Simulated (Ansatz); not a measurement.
System: Hg.

```
Hg
1.0
     5.85950    0.00000    0.00000
     0.00000    5.85950    0.00000
     0.00000    0.00000    3.14510
Hg
4
Direct
  0.00000 0.50000 0.25000
  0.50000 0.00000 0.75000
  0.00000 0.00000 0.00000
  0.50000 0.50000 0.50000
```

Space group I4₁/amd; a structure from a database of computed crystals, not necessarily the ambient phase; computed pressure about −3 GPa in this cell.

Computed with Ansatz 0.2.0, DFT PBEsol, plane waves, PAW.

**What can the converged valence pseudo-density and electron localisation function tell about the bonding?**

Hg–Hg (3.15 Å): the density is about 0.17 e/Å³ at the midpoint; the ELF is about 0.15 at the midpoint (no shared electron pair shows on this line).

**Does the calculation give a band gap?**

It is gapless in this calculation (a metal or semimetal).

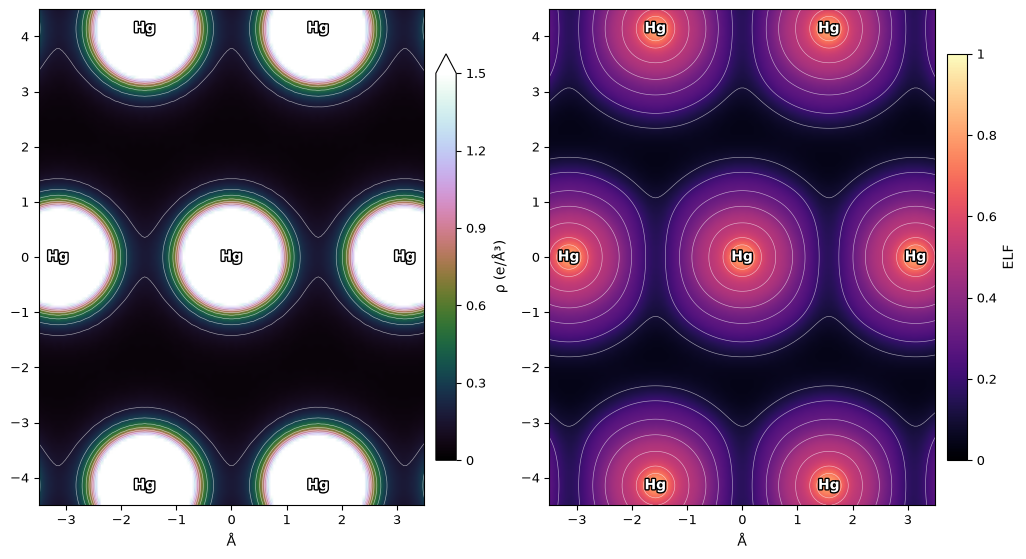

Computed valence pseudo-density and electron localisation function on the (110) plane of the conventional cell, in this order. 
